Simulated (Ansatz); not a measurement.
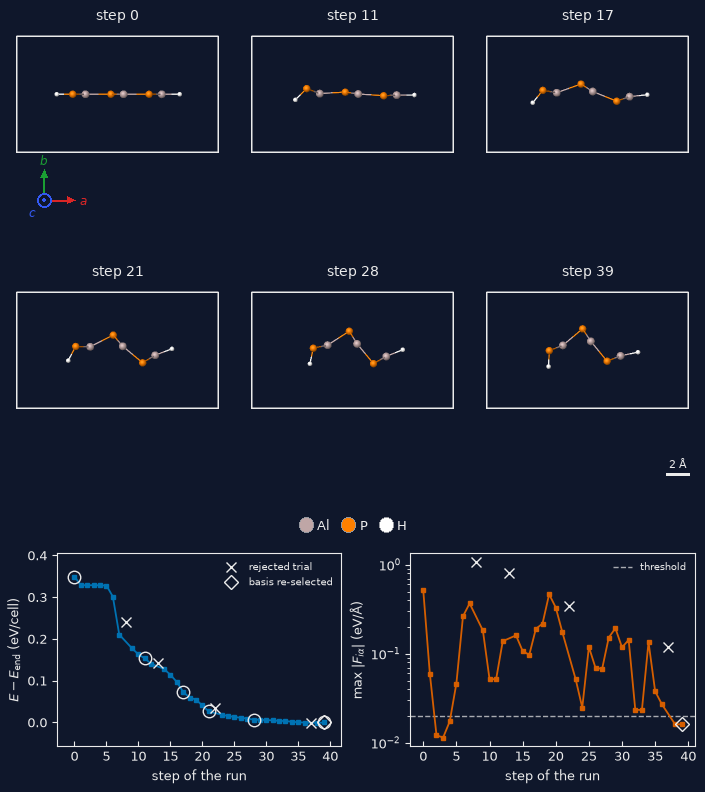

Frames of a relaxation of a wire of composition Al3P3H2, marked on the history of the run. A ball-and-stick model of the cell of the calculation, with the vacuum cut short, seen along the c axis.

Case: zigzag ribbon, 3 formula units a period, edges capped with H, edge spins opposed.

The calculation used DFT PBE, scalar-relativistic, plane waves, PAW (Ansatz 0.2.0).

The input:
```yaml
crystal:
  lattice:
    - [20.0, 0.0, 0.0]
    - [0.0, 9.3, 0.0]
    - [0.0, 0.0, 3.9395177519]
  atoms:
    - { symbol: Al, position: [0.3533449005, 0.4998658815, 1.0] }
    - { symbol: Al, position: [0.5239310231, 0.4998658815, 0.5] }
    - { symbol: Al, position: [0.6945171457, 0.4998658815, 1.0], spin: -1.0 }
    - { symbol: P, position: [0.2964828597, 0.5001341185, 0.5], spin: 1.0 }
    - { symbol: P, position: [0.4670689823, 0.5001341185, 1.0] }
    - { symbol: P, position: [0.6376551049, 0.5001341185, 0.5] }
    - { symbol: H, position: [0.7745170976, 0.5000545746, 1.0] }
    - { symbol: H, position: [0.2254829024, 0.4999666534, 0.5] }
basis:
  ecutwfc: 420
kpoints:
  mp_grid: { grid: [1, 1, 14] }
hamiltonian:
  xc: pbe
scf:
  occupations: { method: gaussian, width: 0.05 }
output:
  forces: true
  stress: true
  eigenvalues: true
  populations: true
  write_density: true
  write_potential: true
  elf: true
  volumetric_format: npy
magnetization:
  spin_polarized: true
relax:
  adjacent_minimum: "off"
  f_tol: 0.02
  max_steps: 45
  cell: { fix: [a, b, alpha, beta, gamma], stress_tol: 0.03 }
```

Run as
```bash
ansatz run input.yaml --threads 4 --pin off --max-ram 11264MiB --backend cpu --events-out ev --progress --plain --runs-dir out
```

> What happens along the run?

The atom that moves furthest relative to the centre of the atoms is H8 (2.43 Å). Largest moves by element: H 2.43 Å, P 1.92 Å, Al 1.12 Å. Along the periodic axis the drawn cell goes c 3.940 → 3.835 Å (−2.7 %). Among the contacts that change: Al2–P5 2.274 → 2.337 Å, Al1–P4 2.274 → 2.317 Å, Al3–P6 2.274 → 2.313 Å, Al1–P5 2.274 → 2.301 Å. Bond angles that change, for instance: Al1–P5–Al2 120.0° → 86.3°, Al2–P6–Al3 120.0° → 99.7°, Al1–P4–H8 120.0° → 103.2°. Over 34 accepted moves (39 points after the start) the energy falls by 0.349 eV per cell of the calculation. Largest force component: 0.52 eV/Å at the start, 0.016 eV/Å at the end. The line search rejected the trial steps at points 8, 13, 22, 37 of the run. The SCF was repeated once at an unchanged geometry on a basis and grid sized afresh for the cell, which shifted the energy by 1.1 meV per cell of the calculation at most. The program noted that the starting moments weren't kept. Cost: 15 min on 4 threads of AMD EPYC 7R43 64-Core Processor (Zen 3) (shared host), peak memory 1.4 GiB. From step 0 to 11: H8 moves most (0.59 Å), energy −0.196 eV per cell of the calculation. From step 11 to 17: P5 moves most (0.73 Å), energy −80.3 meV per cell of the calculation. From step 17 to 21: P6 moves most (0.62 Å), energy −46.7 meV per cell of the calculation. From step 21 to 28: H8 moves most (0.66 Å), energy −19.5 meV per cell of the calculation. From step 28 to 39: H8 moves most (0.41 Å), energy −6.9 meV per cell of the calculation.

```csv
step,"E − E(0), meV/atom","largest force component, eV/Å",note
0,0.00,0.5189,
1,-2.51,0.0593,
2,-2.55,0.0121,
3,-2.55,0.0114,
4,-2.56,0.0174,
5,-2.64,0.0462,
6,-5.97,0.2635,
7,-17.32,0.3676,
8,-13.55,1.0707,rejected
9,-21.45,0.1826,
10,-23.27,0.0522,
12,-26.08,0.1384,
13,-25.71,0.8127,rejected
15,-29.35,0.1075,
16,-31.50,0.0971,
18,-36.19,0.2177,
19,-36.80,0.4658,
21,-40.35,0.1737,
22,-39.21,0.3474,rejected
24,-41.70,0.0248,
25,-41.99,0.1191,
27,-42.46,0.0676,
28,-42.79,0.1522,
30,-42.91,0.1177,
31,-43.01,0.1431,
33,-43.20,0.0233,
34,-43.43,0.1351,
36,-43.67,0.0272,
37,-43.66,0.1187,rejected
39,-43.65,0.0161,"same geometry, new basis"
```
